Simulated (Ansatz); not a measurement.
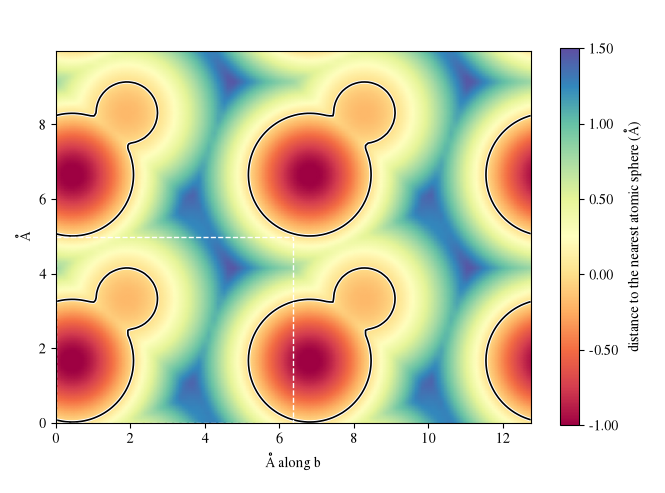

Map of the distance to the nearest atomic sphere in Se (P3_121), computed on the section x = 0.294 (parallel to b and c; the dashed line is one cell). The black line marks the spheres' surfaces; positive values are empty space; unlabelled circles belong to atoms above or below the section.

The atoms' radii are van der Waals radii (Alvarez): Se 1.82 Å.

Source of the atomic positions: coordinates from a relaxation with DFT, revPBE, plane waves (420 eV) with PAW, scalar-relativistic in Ansatz.

```cif
data_structure
_symmetry_space_group_name_H-M 'P3_121'
_symmetry_Int_Tables_number 152
_cell_length_a 6.3717
_cell_length_b 6.3717
_cell_length_c 4.9902
_cell_angle_alpha 90.000
_cell_angle_beta 90.000
_cell_angle_gamma 120.000
_cell_volume 175.45
loop_
_atom_site_label
_atom_site_type_symbol
_atom_site_symmetry_multiplicity
_atom_site_Wyckoff_symbol
_atom_site_fract_x
_atom_site_fract_y
_atom_site_fract_z
_atom_site_occupancy
Se1 Se 3 a 0.15333 0.00000 0.33333 1
```

### Where is the largest hole in this section, and how large is it?

At 0.294, 0.741, 0.832 (fractional), where the distance reaches 1.53 Å; it is enclosed by 5 Se. It is the largest hole of the crystal.

### How much of the crystal lies outside the spheres?

About 64 % of the cell's volume, and 67 % of this section's area.

### What can pass through?

The largest sphere that fits anywhere has a diameter of 3.05 Å; the largest that can travel through the crystal, about 2.8 Å.
